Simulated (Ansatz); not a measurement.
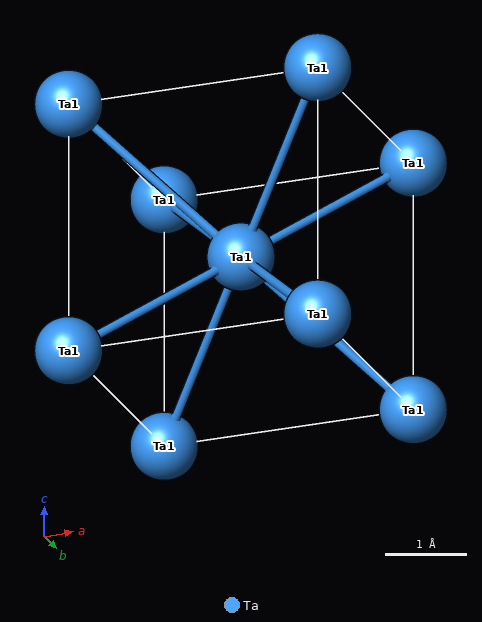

The structure as given in the input (ball-and-stick view of the cell 2 times as large as that of the calculation, set on its symmetry axes, seen at an oblique angle; atoms are numbered from 1 in the order of the input). Near neighbours in the crystal (not all of them lie inside the picture): Ta has 8 Ta at 2.86 Å.

**Ta: a changed input and its effect**

System: Ta (Im-3m, 1 atom in the cell).
Method of run A: DFT r2SCAN, scalar-relativistic, plane waves, PAW, no spin polarisation (Ansatz 0.2.0).

Text and figures count atoms from 1; the logs count them from 0 in places.

Input file, run A:
```yaml
crystal:
  lattice:
    - [-1.6527903846, 1.6527903846, 1.6527903846]
    - [1.6527903846, -1.6527903846, 1.6527903846]
    - [1.6527903846, 1.6527903846, -1.6527903846]
  atoms:
    - { symbol: Ta, position: [0.0, 0.0, 0.0] }
basis:
  ecutwfc: 500
  ecutrho_ratio: 4
kpoints:
  mp_grid: { grid: [18, 18, 18] }
hamiltonian:
  xc: r2scan
scf:
  occupations: { method: gaussian, width: 0.05 }
output:
  forces: true
  stress: true
  eigenvalues: true
```

Hardware: 8 threads of an x86-64 CPU, shared host.

Output, shortened to warnings, some set-up lines, iterations and results (run A):
```
Basis set: ecut = 500 eV, 459 PW (Γ), exchange–correlation on 96×96×96 points (64 copies of the dense FFT grid, shifted against one another)
Symmetry: 48 space group operations
k-points: 195 of 5832
Initial density: superposition of atomic densities (neutral atoms: chi_scale 0, normalization atom), corrected by the library's trained network
[...]
SCF iter   1: F=—  HF=-9944.302233 eV  |F-HF|=—  |Δ(HF+E_count)|=         —  Δρ=6.09e-3  dr2=1.67e-3  dr2_τ=1.52e-2  ethr=1.77e-3  ⟨swp⟩=6.0  Hψ=13057  notcnv=0
SCF iter   2: F=—  HF=-9944.319409 eV  |F-HF|=—  |Δ(HF+E_count)|=   1.72e-2  Δρ=3.51e-3  dr2=6.40e-4  dr2_τ=2.30e-4  ethr=1.28e-5  ⟨swp⟩=2.0  Hψ=5588  notcnv=0  defer=74
SCF iter   3: F=—  HF=-9944.320179 eV  |F-HF|=—  |Δ(HF+E_count)|=   7.70e-4  Δρ=3.36e-4  dr2=1.62e-5  dr2_τ=1.26e-5  ethr=4.92e-6  ⟨swp⟩=2.0  Hψ=2987  notcnv=0  defer=74
SCF iter   4: F=—  HF=-9944.320177 eV  |F-HF|=—  |Δ(HF+E_count)|=   1.88e-6  Δρ=1.44e-4  dr2=1.54e-6  dr2_τ=8.75e-7  ethr=1.25e-7  ⟨swp⟩=2.4  Hψ=3186  notcnv=0  defer=74
SCF iter   5: F=—  HF=-9944.320178 eV  |F-HF|=—  |Δ(HF+E_count)|=   6.91e-7  Δρ=8.83e-5  dr2=5.55e-7  dr2_τ=2.46e-7  ethr=1.18e-8  ⟨swp⟩=1.0  Hψ=2071  notcnv=0  defer=74
SCF iter   6: F=-9944.320178 eV  HF=-9944.320178 eV  |F-HF|=8.14e-9  |Δ(HF+E_count)|=   2.51e-7  Δρ=1.27e-5  dr2=1.34e-8  dr2_τ=8.13e-9  ethr=7.69e-10  ⟨swp⟩=4.4  Hψ=8934  …
SCF 1 converged in 6 iterations: F = -9944.320178 eV  dr2 = 1.34e-8
SCF converged after 6 iterations
Free energy (F): -9944.320178 eV
Harris-Foulkes:  -9944.320178 eV  (|F-HF|=8.14e-9)
Internal energy: -9944.319028 eV  (E = F + TS)
E sigma→0 (E₀):  -9944.319603 eV
Entropy (-TS):   -0.001150 eV (-1.150 meV/atom)
Fermi energy:    18.426526 eV
--- Per-component energies (eV) ---
  E_band       = -117.214358
  E_kinetic    = 366.902128
  E_local      = -549.156078  (includes V_loc(G=0)·N_el)
  E_nonlocal   = 14.991063
  E_hartree    = 190.675877
  E_xc         = -204.390950
  E_vxc        = -222.040092  (∫ρ·V_xc dr)
  E_paw        = -8422.998716  (= ΣΔE_a)
  E_vpaw       = -120.483927  (= ΣTr[D̂ρ^β])
  E_aug_tail   = 0.000085  (compensation charges beyond the density's cutoff)
  E_vtau       = 11.220765  (kinetic-family band-sum trace: ∫τ·v_τ [+ j·A + Jᵃ·Aᵃ] dr)
  E_ewald      = -1339.586157
  E_core_change = -0.756280  (= ΣΔE_core)
  E_smearing   = -0.001150  (= −TS)
  E_closure    = 0.000000  (closes the sum)
  Σ components = -9944.320178   (vs F -9944.320178, Δ=0.00e0)
--- Forces (eV/Å), atoms counted from 1 ---
  atom   1  Ta    -0.00000000     0.00000000     0.00000000
  max |Σ_I F_I| component: 2.05e-32 eV/Å
--- Stress (GPa, compression-positive) ---
       -0.247072       0.000000      -0.000000
        0.000000      -0.247072       0.000000
        0.000000       0.000000      -0.247072
  P = ⅓ Tr σ = -0.2471 GPa (-2.471 kbar)
```

For run B the input was changed thus:
```diff
-    - [-1.6527903846, 1.6527903846, 1.6527903846]
-    - [1.6527903846, -1.6527903846, 1.6527903846]
-    - [1.6527903846, 1.6527903846, -1.6527903846]
+    - [-1.6521292048, 1.6521292048, 1.6521292048]
+    - [1.6521292048, -1.6521292048, 1.6521292048]
+    - [1.6521292048, 1.6521292048, -1.6521292048]
```

How does run B compare with run A?

With the same functional and potentials, run B lies 0.02 meV per atom lower. The pressure goes from −0.25 to 0.00 GPa. The volume per atom goes from 18.06 to 18.04 Å³. The number of SCF iterations is the same.

Output, shortened to warnings, some set-up lines, iterations and results (run B):
```
Basis set: ecut = 500 eV, 459 PW (Γ), exchange–correlation on 96×96×96 points (64 copies of the dense FFT grid, shifted against one another)
Symmetry: 48 space group operations
k-points: 195 of 5832
Initial density: superposition of atomic densities (neutral atoms: chi_scale 0, normalization atom), corrected by the library's trained network
[...]
SCF iter   1: F=—  HF=-9944.302154 eV  |F-HF|=—  |Δ(HF+E_count)|=         —  Δρ=6.10e-3  dr2=1.67e-3  dr2_τ=1.53e-2  ethr=1.77e-3  ⟨swp⟩=6.0  Hψ=13066  notcnv=0
SCF iter   2: F=—  HF=-9944.319427 eV  |F-HF|=—  |Δ(HF+E_count)|=   1.73e-2  Δρ=3.51e-3  dr2=6.38e-4  dr2_τ=2.30e-4  ethr=1.28e-5  ⟨swp⟩=2.0  Hψ=5587  notcnv=0  defer=74
SCF iter   3: F=—  HF=-9944.320197 eV  |F-HF|=—  |Δ(HF+E_count)|=   7.70e-4  Δρ=3.31e-4  dr2=1.56e-5  dr2_τ=1.24e-5  ethr=4.91e-6  ⟨swp⟩=2.0  Hψ=2991  notcnv=0  defer=74
SCF iter   4: F=—  HF=-9944.320194 eV  |F-HF|=—  |Δ(HF+E_count)|=   2.32e-6  Δρ=1.42e-4  dr2=1.49e-6  dr2_τ=8.40e-7  ethr=1.20e-7  ⟨swp⟩=2.4  Hψ=3184  notcnv=0  defer=74
SCF iter   5: F=—  HF=-9944.320195 eV  |F-HF|=—  |Δ(HF+E_count)|=   6.73e-7  Δρ=8.81e-5  dr2=5.51e-7  dr2_τ=2.44e-7  ethr=1.15e-8  ⟨swp⟩=1.0  Hψ=2071  notcnv=0  defer=74
SCF iter   6: F=-9944.320195 eV  HF=-9944.320195 eV  |F-HF|=8.92e-9  |Δ(HF+E_count)|=   2.53e-7  Δρ=1.30e-5  dr2=1.40e-8  dr2_τ=8.46e-9  ethr=7.69e-10  ⟨swp⟩=4.4  Hψ=8925  …
SCF 1 converged in 6 iterations: F = -9944.320195 eV  dr2 = 1.40e-8
SCF converged after 6 iterations
Free energy (F): -9944.320195 eV
Harris-Foulkes:  -9944.320195 eV  (|F-HF|=8.92e-9)
Internal energy: -9944.319053 eV  (E = F + TS)
E sigma→0 (E₀):  -9944.319624 eV
Entropy (-TS):   -0.001142 eV (-1.142 meV/atom)
Fermi energy:    18.452418 eV
--- Per-component energies (eV) ---
  E_band       = -116.871719
  E_kinetic    = 366.949137
  E_local      = -548.471316  (includes V_loc(G=0)·N_el)
  E_nonlocal   = 15.005276
  E_hartree    = 190.490768
  E_xc         = -204.407428
  E_vxc        = -222.064410  (∫ρ·V_xc dr)
  E_paw        = -8423.007037  (= ΣΔE_a)
  E_vpaw       = -120.494488  (= ΣTr[D̂ρ^β])
  E_aug_tail   = 0.000085  (compensation charges beyond the density's cutoff)
  E_vtau       = 11.222533  (kinetic-family band-sum trace: ∫τ·v_τ [+ j·A + Jᵃ·Aᵃ] dr)
  E_ewald      = -1340.122258
  E_core_change = -0.756280  (= ΣΔE_core)
  E_smearing   = -0.001142  (= −TS)
  E_closure    = 0.000000  (closes the sum)
  Σ components = -9944.320195   (vs F -9944.320195, Δ=0.00e0)
--- Forces (eV/Å), atoms counted from 1 ---
  atom   1  Ta    -0.00000000     0.00000000     0.00000000
  max |Σ_I F_I| component: 5.14e-33 eV/Å
--- Stress (GPa, compression-positive) ---
        0.000131      -0.000000       0.000000
       -0.000000       0.000131      -0.000000
       -0.000000       0.000000       0.000131
  P = ⅓ Tr σ = 0.0001 GPa (0.001 kbar)
```

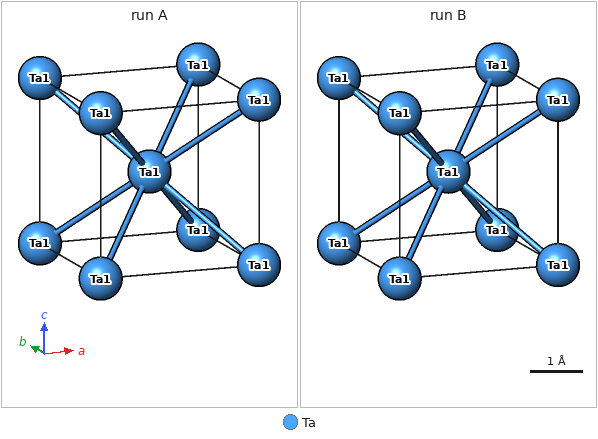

The two input geometries at one scale (ball-and-stick view of the cell 2 times as large as that of the calculation, set on its symmetry axes, seen slightly off an axis). No atom moves by more than 0.005 Å relative to the cell. The drawn cell changes as follows: a = b = c 3.306 → 3.304 Å (0.0 %); the volume changes by −0.1 %.

The two runs side by side:

```tsv
quantity	run A	run B
outcome	converged	converged
free energy per atom (eV)	−9944.3202	−9944.3202
energy per atom, smearing taken to zero (eV)	−9944.3196	−9944.3196
gap on the mesh (eV)	0.00	0.00
pressure (GPa)	−0.25	0.00
volume per atom (Å³)	18.06	18.04
largest force (eV/Å)	0.000	0.000
SCF iterations	6	6
irreducible k-points	195	195
plane waves at Γ	459	459
wall time (shared host)	0.58 s	0.55 s
```

For both runs: Spin–orbit coupling is left out, which matters for Ta.
